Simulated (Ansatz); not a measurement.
The structure in question:

```cif
data_structure
_symmetry_space_group_name_H-M 'P 42/m n m'
_symmetry_Int_Tables_number 136
_cell_length_a 3.8972
_cell_length_b 3.8972
_cell_length_c 2.4752
_cell_angle_alpha 90.000
_cell_angle_beta 90.000
_cell_angle_gamma 90.000
_cell_volume 37.59
loop_
_atom_site_label
_atom_site_type_symbol
_atom_site_symmetry_multiplicity
_atom_site_Wyckoff_symbol
_atom_site_fract_x
_atom_site_fract_y
_atom_site_fract_z
_atom_site_occupancy
Si1 Si 2 a 0.50000 0.50000 0.50000 1
O1 O 4 f 0.69302 0.69302 0.00000 1
```

Question: Summarise the structure in words.

Answer: Formula: SiO2. Its lattice is primitive tetragonal, its space group P4_2/mnm (No. 136). Type of structure: rutile. In the cell are 2 Si, 4 O, which makes 2 formula units. Si bonds to six O and two Si (1.63 to 1.69 Å to O, 2.48 Å to Si). About every O there are three Si at 1.63 to 1.69 Å. The bonds build a three-dimensional framework.

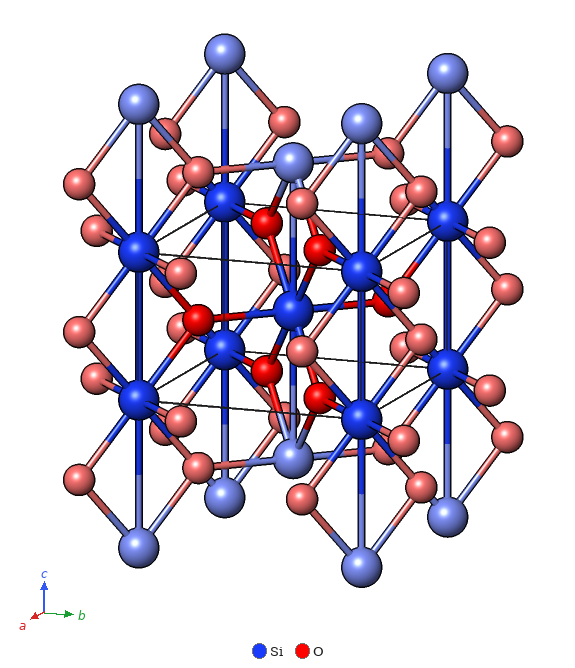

A ball-and-stick rendering, viewed slightly off an axis. The conventional unit cell is drawn as a box. The bonded neighbours beyond the faces are included, in fainter colours. Colours: silicon blue, oxygen red.

The structure was taken from a structure listed in the Materials Project. The cell was then strained or its atoms displaced on purpose. A calculation with Ansatz used it as input.

At this level of theory the run's own cell isn't at rest (compressed, at 125 GPa and forces up to 2.3 eV/Å), so its distances can differ from those at equilibrium, the more so the softer the solid.
